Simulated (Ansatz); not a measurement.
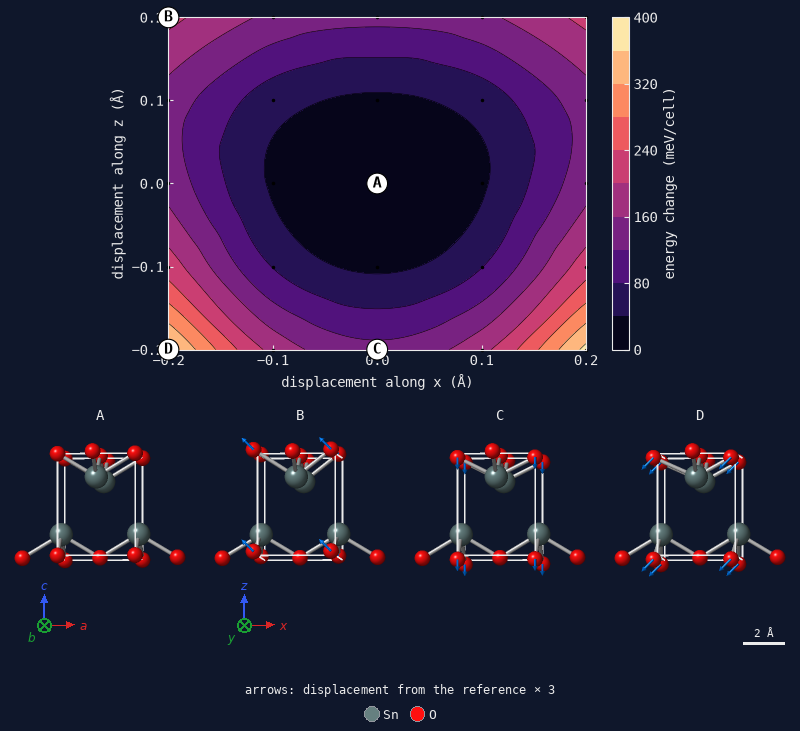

Solid SnO (P4/nmm): an O atom (one in each cell of 4 atoms) is moved over the plane of the Cartesian directions x and z, all else fixed. The map is interpolated between the computed points (dots). The lettered frames are marked on it. A ball-and-stick model of the cell of the calculation, seen nearly along the normal of the scanned plane. Blue arrows: displacements from the reference.

These are results of DFT PBE, scalar-relativistic, plane waves, PAW in Ansatz, not measurements. Set-up: plane-wave cutoff 420 eV; k-point mesh 10 × 10 × 8; occupations gaussian; smearing width 0.05 eV; no spin polarisation. Energies (free energies at the smearing named) are counted from the relaxed crystal.

Question: Describe the energy landscape.

Answer: In pairs of (displacement along x (Å); displacement along z (Å)): the lowest computed point lies at (0.00, 0.00) (0 meV/cell), the highest at (−0.20, −0.20), (0.20, −0.20) (371 meV/cell).  Over the ranges scanned the energy rises by about as much along both axes. The frames lie at A (0.00, 0.00): 0 meV/cell, B (−0.20, 0.20): 211 meV/cell, C (0.00, −0.20): 132 meV/cell, D (−0.20, −0.20): 371 meV/cell.

Limits of the set-up: layers or molecules are held without a dispersion correction, so their spacing is unreliable.
